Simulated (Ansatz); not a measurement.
## A defect in a wire: W wire along [111], 4 atoms a period, Co placed on top of one W

Aim: how much does this defect scatter, and at which energies?

Program: Ansatz 0.2.0. Level of theory: DFT PBE, plane waves, PAW; relaxation of a wire's period, in the first sound run; inputs show where later runs differ. Results are calculated unless marked as measured.

### 1. The structure

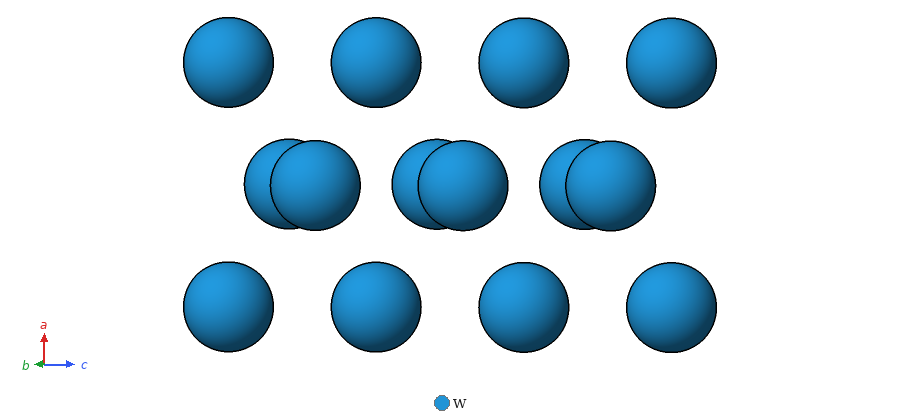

The cell as given, from the side, with the c axis across the page (tungsten blue). 1×1×3 cells are drawn. Some periodic images of atoms are drawn too.

The cell holds 4 atoms: 4 W. Its edges and angles: a = 11.283 Å, b = 9.388 Å, c = 2.745 Å, α = 90.0°, β = 90.0°, γ = 90.0°. Vacuum lies along a and b. The structure's axis is c.

### 2. The relaxed wire

Band widths follow the bond lengths, so the wire is relaxed first. The atoms and the third cell vector are free; the box across stays fixed as vacuum. A Fermi-Dirac smearing is set since the result may be a metal. The pressure printed is a third of the stress's trace over the whole box, vacuum included; only the stress along the axis is relaxed.

input.yaml

```yaml
crystal:
  lattice:
    - [11.283, 0.0, 0.0]
    - [0.0, 9.388, 0.0]
    - [0.0, 0.0, 2.74530053]
  atoms:
    - { symbol: W, position: [0.301338297, 0.500015667, 0.0] }
    - { symbol: W, position: [0.500002526, 0.362164465, 0.333333333] }
    - { symbol: W, position: [0.500002526, 0.637866869, 0.666666667] }
    - { symbol: W, position: [0.698666755, 0.500015667, 0.0] }
kpoints:
  mp_grid: { grid: [1, 1, 30] }
scf:
  occupations: { method: fermi_dirac, width: 0.05 }
hamiltonian:
  xc: pbe
relax:
  cell: { fix: [a, b, alpha, beta, gamma] }
  max_steps: 60
```

Run with:

```sh
$ ansatz run input.yaml --threads 8 --pin off --max-ram 16384MiB --backend cpu --events-out ev --progress --plain --runs-dir out
```

Numbers of over 12 decimals in the logs are rounded to 6 here.

The program printed:

```text
Engine: ansatz 0.2.0, aarch64-unknown-linux-gnu
Pseudopotentials: kind: paw
Pseudopotential: W, paw, valence charge 14, recommended cutoff 420 eV (normal), W.paw.azcp
Functional definition: PBE
  parameter kappa = 0.804
  parameter beta = 0.066725
  exchange = pbe_x(kappa = kappa, mu = beta*pi^2/3)
  correlation = pbe_c(beta = beta)
Crystal: 4 atoms, lattice volume = 290.795 Å³
Basis set: ecut = 420 eV, 5687 PW (Γ), exchange–correlation on 160×128×40 points (8 copies of the dense FFT grid, shifted against one another)
Bands: 34, of which v1, the nominal top of the filled ones, is band 28 counted from 1 (27 counted from 0)
Symmetry: 4 space group operations
Space group: P2/m (ITA 10), of the structure as read, at distance tolerance 6.6e-5 Å
k-points: 16 of 30
Non-local potential: W, projectors of the file, l = 0: 3, l = 1: 2, l = 2: 2, l = 3: 1
PAW form: soft (Blöchl's): semilocal exchange-correlation on the pseudo side does not see the compensation charge
PAW one-centre angular grid: W, 590 points (default); XC on 64 Gauss nodes
Initial density: superposition of atomic densities (neutral atoms: chi_scale 0, normalization atom), corrected by the library's trained network
Initial wavefunctions: pseudopotential atomic-orbital guess
Functional: x = pbe(κ = 0.804, μ = 0.219515), c = pbe(β = 0.066725)
SCF iter   1: F=—  HF=-41527.790437 eV  |F-HF|=—  |Δ(HF+E_count)|=         —  Δρ=4.66e-3  dr2=5.76e-2  ethr=1.77e-3  ⟨swp⟩=7.9  Hψ=2502  notcnv=0
preconditioner: auto → LDOS  [metal: Δε(μ)=0.023 eV  Ē_g=3.157 eV  σ=0.050 eV  W_gap=0.11  n_scr=32 (ndim 8)  ℏωp=10.7 eV  f_vac=0.561  D(μ)=9.43/eV (n_scr^D=60)  β→1.0]
SCF iter   2: F=—  HF=-41527.797341 eV  |F-HF|=—  |Δ(HF+E_count)|=   6.90e-3  Δρ=2.70e-3  dr2=4.35e-2  ethr=1.03e-4  ⟨swp⟩=2.8  Hψ=1197  notcnv=0
SCF iter   3: F=—  HF=-41527.792909 eV  |F-HF|=—  |Δ(HF+E_count)|=   4.43e-3  Δρ=6.75e-4  dr2=2.49e-3  ethr=7.77e-5  ⟨swp⟩=2.0  Hψ=823  notcnv=0
SCF iter   4: F=—  HF=-41527.793234 eV  |F-HF|=—  |Δ(HF+E_count)|=   3.25e-4  Δρ=3.17e-4  dr2=8.55e-4  ethr=4.45e-6  ⟨swp⟩=2.3  Hψ=822  notcnv=0
SCF iter   5: F=—  HF=-41527.793256 eV  |F-HF|=—  |Δ(HF+E_count)|=   2.16e-5  Δρ=1.13e-4  dr2=1.17e-4  ethr=1.53e-6  ⟨swp⟩=2.0  Hψ=734  notcnv=0
SCF iter   6: F=—  HF=-41527.793262 eV  |F-HF|=—  |Δ(HF+E_count)|=   6.07e-6  Δρ=4.71e-5  dr2=1.23e-5  ethr=2.08e-7  ⟨swp⟩=2.0  Hψ=760  notcnv=0
SCF iter   7: F=—  HF=-41527.793125 eV  |F-HF|=—  |Δ(HF+E_count)|=   1.37e-4  Δρ=2.26e-5  dr2=4.46e-6  ethr=2.19e-8  ⟨swp⟩=2.0  Hψ=741  notcnv=0
SCF iter   8: F=—  HF=-41527.793125 eV  |F-HF|=—  |Δ(HF+E_count)|=   3.73e-7  Δρ=3.49e-6  dr2=1.02e-7  ethr=7.97e-9  ⟨swp⟩=2.0  Hψ=699  notcnv=0
SCF iter   9: F=-41527.793125 eV  HF=-41527.793125 eV  |F-HF|=1.98e-9  |Δ(HF+E_count)|=   1.82e-8  Δρ=8.84e-7  dr2=3.35e-9  ethr=1.79e-10  ⟨swp⟩=5.3  Hψ=2017  notcnv=0
SCF 1 converged in 9 iterations: F = -41527.793125 eV  dr2 = 3.35e-9
  greatest PAW one-centre occupation: 1.000 electrons in one spin orbital (limit 2), on the W atom at site 3 (counted from 0), in its partial waves of l = 0
relax step   1: F+E_penalty+E_count = -41527.79312519 eV  Δ(F+E_penalty+E_count) = +0.000e0 eV  max|allowed force component| = 3.576e0 eV/Å  Δτ_max = 0.0000 Å  P = -7.163 GPa  Ω = 290.795 Å³  fix = [a, b, alpha, beta, gamma]  reactions: a -8.962, b -4.300 GPa; alpha -1.035 GPa/rad  (9 SCF iters, dr2 threshold 1.00e-7 eV, accepted)
Crystal: 4 atoms, lattice volume = 285.135 Å³
Basis set: ecut = 420 eV, 5587 PW (Γ), exchange–correlation on 160×128×40 points (8 copies of the dense FFT grid, shifted against one another)
Initial density: handed on by an earlier stage of this run
Initial wavefunctions: those handed on with the density
SCF iter   1: F=—  HF=-41529.682931 eV  |F-HF|=—  |Δ(HF+E_count)|=         —  Δρ=1.87e-2  dr2=3.81e0  ethr=3.10e-3  ⟨swp⟩=10.1  Hψ=2759  notcnv=0
preconditioner: auto → LDOS  [metal: Δε(μ)=0.078 eV  Ē_g=4.069 eV  σ=0.050 eV  W_gap=0.36  n_scr=32 (ndim 8)  ℏωp=10.8 eV  f_vac=0.596  D(μ)=2.49/eV (n_scr^D=10)  β→1.0]
SCF iter   2: F=—  HF=-41533.227822 eV  |F-HF|=—  |Δ(HF+E_count)|=    3.54e0  Δρ=5.04e-2  dr2=4.26e1  ethr=3.10e-3  ⟨swp⟩=4.2  Hψ=1478  notcnv=0  defer=1  recentre
SCF iter   3: F=—  HF=-41529.228022 eV  |F-HF|=—  |Δ(HF+E_count)|=    4.00e0  Δρ=6.74e-3  dr2=4.05e-1  ethr=3.10e-3  ⟨swp⟩=4.6  Hψ=1518  notcnv=0  defer=3
SCF iter   4: F=—  HF=-41529.190665 eV  |F-HF|=—  |Δ(HF+E_count)|=   3.74e-2  Δρ=1.64e-3  dr2=1.99e-2  ethr=7.24e-4  ⟨swp⟩=2.5  Hψ=829  notcnv=0  defer=2
SCF iter   5: F=—  HF=-41529.189070 eV  |F-HF|=—  |Δ(HF+E_count)|=   1.59e-3  Δρ=4.97e-4  dr2=6.82e-4  ethr=3.55e-5  ⟨swp⟩=2.9  Hψ=1035  notcnv=0  defer=2
SCF iter   6: F=—  HF=-41529.189557 eV  |F-HF|=—  |Δ(HF+E_count)|=   4.87e-4  Δρ=1.48e-4  dr2=1.73e-4  ethr=1.22e-6  ⟨swp⟩=2.8  Hψ=990  notcnv=0  defer=2
SCF iter   7: F=—  HF=-41529.189456 eV  |F-HF|=—  |Δ(HF+E_count)|=   1.01e-4  Δρ=4.50e-5  dr2=1.98e-5  ethr=3.10e-7  ⟨swp⟩=2.1  Hψ=759  notcnv=0  defer=2
SCF iter   8: F=—  HF=-41529.189460 eV  |F-HF|=—  |Δ(HF+E_count)|=   4.03e-6  Δρ=1.40e-5  dr2=1.38e-6  ethr=3.53e-8  ⟨swp⟩=2.0  Hψ=744  notcnv=0  defer=2
SCF iter   9: F=-41529.189460 eV  HF=-41529.189460 eV  |F-HF|=3.38e-8  |Δ(HF+E_count)|=   6.05e-8  Δρ=4.70e-6  dr2=1.14e-7  ethr=7.14e-10  ⟨swp⟩=6.0  Hψ=2259  notcnv=0
SCF 2 converged in 9 iterations: F = -41529.189460 eV  dr2 = 1.14e-7
relax step   2: F+E_penalty+E_count = -41529.18945979 eV  Δ(F+E_penalty+E_count) = -1.396e0 eV  max|allowed force component| = 1.646e0 eV/Å  Δτ_max = 0.1950 Å  P = +0.754 GPa  Ω = 285.135 Å³  energy of the carried Pulay correction = +4.243e-4 eV  fix = [a, b, alpha, beta, gamma]  reactions: a -0.474, b +2.200 GPa; alpha -0.809 GPa/rad  (9 SCF iters, dr2 threshold 4.00e-7 eV, accepted)
Crystal: 4 atoms, lattice volume = 283.900 Å³
Basis set: ecut = 420 eV, 5559 PW (Γ), exchange–correlation on 160×128×40 points (8 copies of the dense FFT grid, shifted against one another)
iter 1 solved again at ethr=3.43e-4 eV; its pass at ethr=3.10e-3 eV (dr2=1.92e-1 eV) is discarded
SCF iter   1: F=—  HF=-41529.332711 eV  |F-HF|=—  |Δ(HF+E_count)|=         —  Δρ=6.80e-3  dr2=1.97e-1  ethr=3.43e-4  ⟨swp⟩=2.0  Hψ=2892  notcnv=0
preconditioner: auto → LDOS  [metal: Δε(μ)=0.034 eV  Ē_g=3.785 eV  σ=0.050 eV  W_gap=0.16  n_scr=32 (ndim 8)  ℏωp=10.8 eV  f_vac=0.593  D(μ)=4.72/eV (n_scr^D=22)  β→1.0]
SCF iter   2: F=—  HF=-41529.329831 eV  |F-HF|=—  |Δ(HF+E_count)|=   2.88e-3  Δρ=3.64e-3  dr2=1.11e-1  ethr=3.43e-4  ⟨swp⟩=3.2  Hψ=1068  notcnv=0
SCF iter   3: F=—  HF=-41529.310179 eV  |F-HF|=—  |Δ(HF+E_count)|=   1.97e-2  Δρ=1.26e-3  dr2=2.40e-2  ethr=1.98e-4  ⟨swp⟩=3.1  Hψ=1033  notcnv=0  defer=1
SCF iter   4: F=—  HF=-41529.306877 eV  |F-HF|=—  |Δ(HF+E_count)|=   3.30e-3  Δρ=5.08e-4  dr2=1.50e-3  ethr=4.29e-5  ⟨swp⟩=2.0  Hψ=780  notcnv=0  defer=1
SCF iter   5: F=—  HF=-41529.306829 eV  |F-HF|=—  |Δ(HF+E_count)|=   4.87e-5  Δρ=1.44e-4  dr2=2.40e-4  ethr=2.69e-6  ⟨swp⟩=2.2  Hψ=761  notcnv=0  defer=1
SCF iter   6: F=—  HF=-41529.306745 eV  |F-HF|=—  |Δ(HF+E_count)|=   8.37e-5  Δρ=4.46e-5  dr2=2.54e-5  ethr=4.28e-7  ⟨swp⟩=2.0  Hψ=700  notcnv=0  defer=1
SCF iter   7: F=—  HF=-41529.306744 eV  |F-HF|=—  |Δ(HF+E_count)|=   4.87e-7  Δρ=1.41e-5  dr2=1.59e-6  ethr=4.54e-8  ⟨swp⟩=2.2  Hψ=865  notcnv=0  defer=1
SCF iter   8: F=-41529.306745 eV  HF=-41529.306745 eV  |F-HF|=1.39e-8  |Δ(HF+E_count)|=   7.06e-8  Δρ=4.60e-6  dr2=1.37e-7  ethr=7.14e-10  ⟨swp⟩=5.9  Hψ=2177  notcnv=0
SCF 3 converged in 8 iterations: F = -41529.306745 eV  dr2 = 1.37e-7
relax step   3: F+E_penalty+E_count = -41529.30674452 eV  Δ(F+E_penalty+E_count) = -1.173e-1 eV  max|allowed force component| = 6.983e-1 eV/Å  Δτ_max = 0.0776 Å  P = -0.091 GPa  Ω = 283.900 Å³  energy of the carried Pulay correction = +5.184e-4 eV  fix = [a, b, alpha, beta, gamma]  reactions: a -0.047, b -0.132 GPa; alpha -0.970 GPa/rad  (8 SCF iters, dr2 threshold 4.00e-7 eV, accepted)
[...]
relax step   4: F+E_penalty+E_count = -41529.35070241 eV  Δ(F+E_penalty+E_count) = -4.396e-2 eV  max|allowed force component| = 1.591e-1 eV/Å  Δτ_max = 0.0514 Å  P = +0.076 GPa  Ω = 284.080 Å³  energy of the carried Pulay correction = +5.047e-4 eV  fix = [a, b, alpha, beta, gamma]  reactions: a +0.069, b +0.083 GPa; alpha -0.221 GPa/rad  (7 SCF iters, dr2 threshold 4.00e-7 eV, accepted)
[...]
relax step   5: F+E_penalty+E_count = -41529.35323954 eV  Δ(F+E_penalty+E_count) = -2.537e-3 eV  max|allowed force component| = 3.700e-2 eV/Å  Δτ_max = 0.0157 Å  P = -0.023 GPa  Ω = 284.268 Å³  energy of the carried Pulay correction = +4.903e-4 eV  fix = [a, b, alpha, beta, gamma]  reactions: a -0.149, b +0.124 GPa; alpha +0.004 GPa/rad  (6 SCF iters, dr2 threshold 4.00e-7 eV, accepted)
[...]
relax step   6: F+E_penalty+E_count = -41529.35330948 eV  Δ(F+E_penalty+E_count) = -6.994e-5 eV  max|allowed force component| = 1.522e-2 eV/Å  Δτ_max = 0.0026 Å  P = +0.039 GPa  Ω = 284.234 Å³  energy of the carried Pulay correction = +4.929e-4 eV  fix = [a, b, alpha, beta, gamma]  reactions: a -0.030, b +0.136 GPa; alpha +0.006 GPa/rad  (6 SCF iters, dr2 threshold 8.56e-8 eV, accepted)
[...]
relax step   7: F+E_penalty+E_count = -41529.35332307 eV  Δ(F+E_penalty+E_count) = -1.359e-5 eV  max|allowed force component| = 1.461e-3 eV/Å  Δτ_max = 0.0007 Å  P = +0.020 GPa  Ω = 284.224 Å³  energy of the carried Pulay correction = +4.937e-4 eV  fix = [a, b, alpha, beta, gamma]  reactions: a -0.064, b +0.125 GPa; alpha -0.001 GPa/rad  (5 SCF iters, dr2 threshold 1.45e-8 eV, accepted)
Basis set: ecut = 420 eV, 5587 PW (Γ), exchange–correlation on 160×128×36 points (8 copies of the dense FFT grid, shifted against one another)
Initial wavefunctions: pseudopotential atomic-orbital guess (no wavefunctions were taken with the density)
iter 1 solved again at ethr=1.37e-7 eV; its pass at ethr=3.10e-3 eV (dr2=7.68e-5 eV) is discarded
SCF iter   1: F=—  HF=-41529.352750 eV  |F-HF|=—  |Δ(HF+E_count)|=         —  Δρ=3.27e-5  dr2=4.22e-7  ethr=1.37e-7  ⟨swp⟩=4.2  Hψ=4326  notcnv=0
preconditioner: auto → LDOS  [metal: Δε(μ)=0.054 eV  Ē_g=3.820 eV  σ=0.050 eV  W_gap=0.26  n_scr=32 (ndim 8)  ℏωp=10.8 eV  f_vac=0.592  D(μ)=4.33/eV (n_scr^D=20)  β→1.0]
SCF iter   2: F=—  HF=-41529.352799 eV  |F-HF|=—  |Δ(HF+E_count)|=   4.89e-5  Δρ=3.91e-6  dr2=3.53e-8  ethr=7.54e-10  ⟨swp⟩=3.1  Hψ=1173  notcnv=0
SCF iter   3: F=—  HF=-41529.352799 eV  |F-HF|=—  |Δ(HF+E_count)|=   3.69e-9  Δρ=1.96e-6  dr2=2.52e-8  ethr=6.30e-11  ⟨swp⟩=2.6  Hψ=1059  notcnv=0
SCF iter   4: F=—  HF=-41529.352799 eV  |F-HF|=—  |Δ(HF+E_count)|=   2.76e-9  Δρ=5.72e-7  dr2=1.24e-9  ethr=4.50e-11  ⟨swp⟩=1.9  Hψ=658  notcnv=0
SCF iter   5: F=—  HF=-41529.352799 eV  |F-HF|=—  |Δ(HF+E_count)|=  4.00e-10  Δρ=1.74e-7  dr2=2.44e-10  ethr=2.21e-12  ⟨swp⟩=3.5  Hψ=1199  notcnv=0
SCF iter   6: F=-41529.352799 eV  HF=-41529.352799 eV  |F-HF|=2.91e-11  |Δ(HF+E_count)|=  2.18e-11  Δρ=6.20e-8  dr2=3.01e-11  ethr=1.00e-12  ⟨swp⟩=4.2  Hψ=2279  notcnv=0
SCF 8 converged in 6 iterations: F = -41529.352799 eV  dr2 = 3.01e-11
relax step   8: F+E_penalty+E_count = -41529.35279900 eV  Δ(F+E_penalty+E_count) = +5.241e-4 eV  max|allowed force component| = 1.591e-3 eV/Å  Δτ_max = 0.0000 Å  P = +0.021 GPa  Ω = 284.224 Å³  fix = [a, b, alpha, beta, gamma]  reactions: a -0.061, b +0.127 GPa; alpha -0.001 GPa/rad  stress off target by 1.78e-3 GPa on what of the cell is left free  SCF on the basis re-selected at this cell (its energy is not comparable with the rows above)  (6 SCF iters)
basis re-selected at this cell: Δ(F+E_penalty+E_count) = +5.241e-4 eV, ΔP = +0.002 GPa vs the last step (what re-selecting the basis moved, of the pressure what is left beyond the Pulay correction that the steps carried, after the strain that the cell walked since its last selection, with what the two solves' SCF thresholds leave and, on support functions, any second-order correction that the steps lacked; it is no measure of the basis error at this ecutwfc). The dense FFT grid was sized anew with the basis: this SCF ran on 80×64×18 points, the steps before it on 80×64×20, so part of this shift can come from that change (see relax.cell in the input reference). [rest of the remark cut]
SCF converged after 6 iterations
Free energy (F): -41529.352799 eV
Harris-Foulkes:  -41529.352799 eV  (|F-HF|=2.91e-11)
Internal energy: -41529.316464 eV  (E = F + TS)
E sigma→0 (E₀):  -41529.334631 eV
Entropy (-TS):   -0.036335 eV (-9.084 meV/atom)
Fermi energy:    1.844195 eV
--- Per-component energies (eV) ---
  E_band       = -1456.212800
  E_kinetic    = 1790.239179
  E_local      = -18189.914777  (includes V_loc(G=0)·N_el)
  E_nonlocal   = 16.042920
  E_hartree    = 8185.181313
  E_xc         = -1057.251379
  E_vxc        = -941.263200  (∫ρ·V_xc dr)
  E_paw        = -34252.274641  (= ΣΔE_a)
  E_vpaw       = -501.679052  (= ΣTr[D̂ρ^β])
  E_aug_tail   = -0.000245  (compensation charges beyond the density's cutoff)
  E_ewald      = 1978.661167
  E_smearing   = -0.036335  (= −TS)
  E_closure    = -0.000000  (closes the sum)
  Σ components = -41529.352799   (vs F -41529.352799, Δ=0.00e0)
--- Forces (eV/Å), atoms counted from 1 ---
  atom   1  W     -0.00048607     0.00000000     0.00000000
  atom   2  W      0.00000000    -0.00159112     0.00004795
  atom   3  W      0.00000000     0.00159112    -0.00004795
  atom   4  W      0.00048607     0.00000000     0.00000000
  max |Σ_I F_I| component: 2.17e-19 eV/Å
--- Stress (GPa, compression-positive) ---
       -0.060689       0.000000       0.000000
        0.000000       0.126738       0.000893
        0.000000       0.000893      -0.001777
  P = ⅓ Tr σ = 0.0214 GPa (0.214 kbar)
--- Relaxed structure (7 steps of the walk, 7 accepted, 1 SCFs on fresh bases) ---
  F+E_penalty+E_count = -41529.35279900 eV   max|allowed force component| = 1.591e-3 eV/Å   (the final SCF, on the basis selected at the relaxed cell)
  cell:  # Å, volume = 284.2242 Å³
    - [11.283, 0.0, 0.0]
    - [0.0, 9.388, 0]
    - [0.0, 0, 2.683264]
  atoms:
    - { symbol: W, position: [0.321836, 0.500015667, -6.318883696047686e-19] }
    - { symbol: W, position: [0.500002526, 0.370295, 0.292252] }
    - { symbol: W, position: [0.500002526, 0.629736, 0.707748] }
    - { symbol: W, position: [0.678169, 0.500015667, -6.318883696047686e-19] }
```

Run time: 8.9 s. Hardware: 8 threads of Arm Neoverse V2, shared host; peak memory 0.83 GiB; 59 s of CPU time.

Step by step:

```csv
step,energy less that of the first step (eV),largest force component (eV/Å),pressure (GPa),volume (Å³)
1,0.0000,3.5762,-7.16,290.80
2,-1.3963,1.6460,0.75,285.14
3,-1.5136,0.6983,-0.09,283.90
4,-1.5576,0.1591,0.08,284.08
5,-1.5601,0.0370,-0.02,284.27
6,-1.5602,0.0152,0.04,284.23
7,-1.5602,0.0015,0.02,284.22
8*,-1.5597,0.0016,0.02,284.22
```

Relaxation steps marked * repeat the geometry before them on a plane-wave basis chosen anew for their cell, so energy and pressure can jump there.

Forces are held to the 4 operations that the run works with; a distortion that breaks them can't arise in this run.

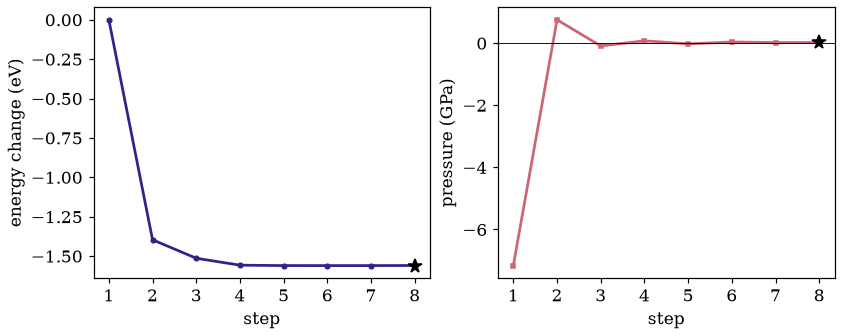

Energy and pressure along the relaxation. Stars mark steps on a basis chosen anew.

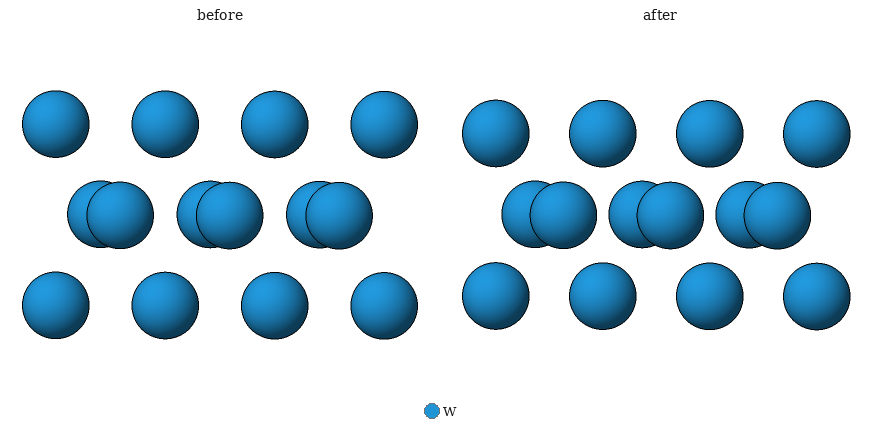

The structure before and after the relaxation, drawn at the same scale.

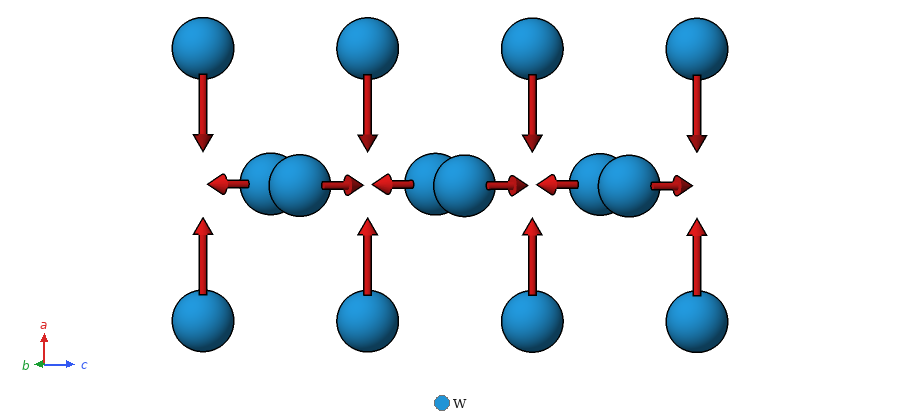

Displacements in the relaxation, exaggerated, measured against the changing cell; the longest in the cell stands for 0.23 Å. 1×1×3 cells are drawn. Some periodic images of atoms are drawn too.

| cell as run | before | after | change |
| --- | --- | --- | --- |
| c (Å) | 2.745 | 2.683 | -2.3 % |

The atoms that moved most (Å, along periodic axes as changes of fractional coordinates times the final cell, across vacuum about the mean position):

```
atom      dx      dy      dz  length
  W1   0.231   0.000   0.000   0.231
  W4  -0.231   0.000   0.000   0.231
  W2   0.000   0.076  -0.110   0.134
  W3   0.000  -0.076   0.110   0.134
```

Numbers from this step:

| Property | Result |
| --- | --- |
| energy at zero smearing | -41529.3346 eV |
| cell length along the wire | 2.683 Å |

The cell's length comes to 2.683 Å with spin left out.

[end of part 1 of 5]

[Logs are printed without paths, hosts, clocks, repeated set-up lines and the standing remarks that a program may print on its own settings, such as how far it seeks lower states.]

[Hosts, paths, dates, database ids (printed as entryN), source tags and the programs' standing remarks are cut or masked in the printed files.]
